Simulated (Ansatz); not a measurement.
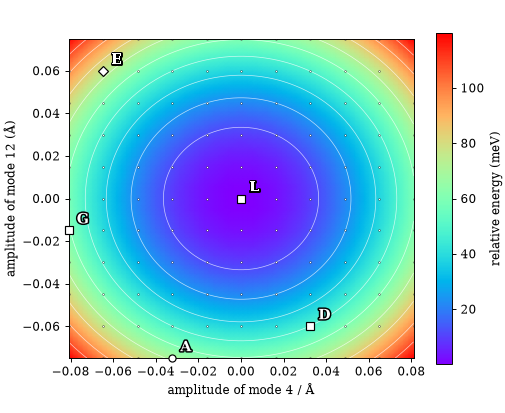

AlRu (Pm-3m, No. 221; 4 atoms in the cell). The energy is mapped over two normal modes frozen in (zone-centre modes of the 4-atom cell of this scan, which folds in the wave vector (0, 0, 1/2) of the primitive cell). First axis: amplitude of mode 4 (156 cm⁻¹), largest displacement. Second axis: amplitude of mode 12 (329 cm⁻¹), largest displacement. Nothing is relaxed (the cell and all other modes fixed). Grid: 11 × 11 points; 36 points were computed and 85 follow by symmetry. Points are written as (first, second). All energies are given in meV per cell relative to the lowest grid point. The calculation used DFT PBE, scalar-relativistic, plane waves, PAW in Ansatz 0.2.0. Settings: cutoff 420 eV, k-mesh 14×14×8 in the order of the run's cell vectors, gaussian smearing 0.15 eV, no spin polarisation.

The picture shows a smooth colour map with a few white contour lines, dots at the grid points, lettered points. Between grid points the surface is interpolated.

**What kind of point is each of D, E, L: minimum, saddle, maximum or slope?**

D: on a slope; E: on a slope; L: minimum. (In these two coordinates alone; a stationary point may lie a little off the grid point.)

**Rank the lettered points by energy, lowest first.**

L (0 meV), D (48 meV), G (61 meV), A (70 meV), E (77 meV).

PAW datasets: the set soft_1.
